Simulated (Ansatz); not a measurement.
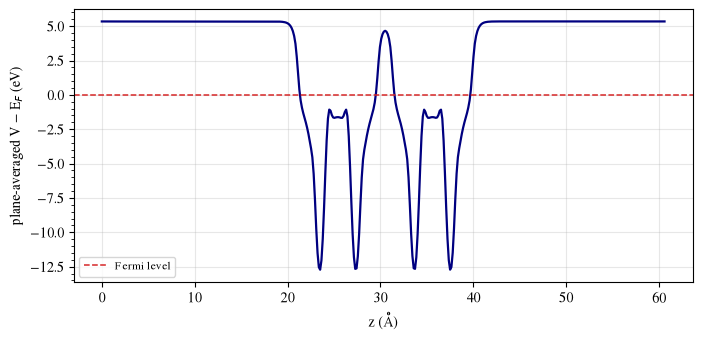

Bi2Se3 (slab). Plane average of the electrostatic potential (local pseudopotential plus Hartree) felt by an electron across the slab.

Method: DFT PBE+D3(BJ), scalar-relativistic, plane waves, PAW in Ansatz 0.2.0.

Question: How far above the Fermi level of the calculation is the vacuum level?

Answer: 5.3 eV. The slab has a gap, so the Fermi level lies inside it and this isn't a work function in the metallic sense.

Question: What are the slab's thickness and the vacuum gap?

Answer: The outermost nuclei are 17.2 Å apart, in 10 atomic planes; the vacuum between periodic images is 43.5 Å wide.
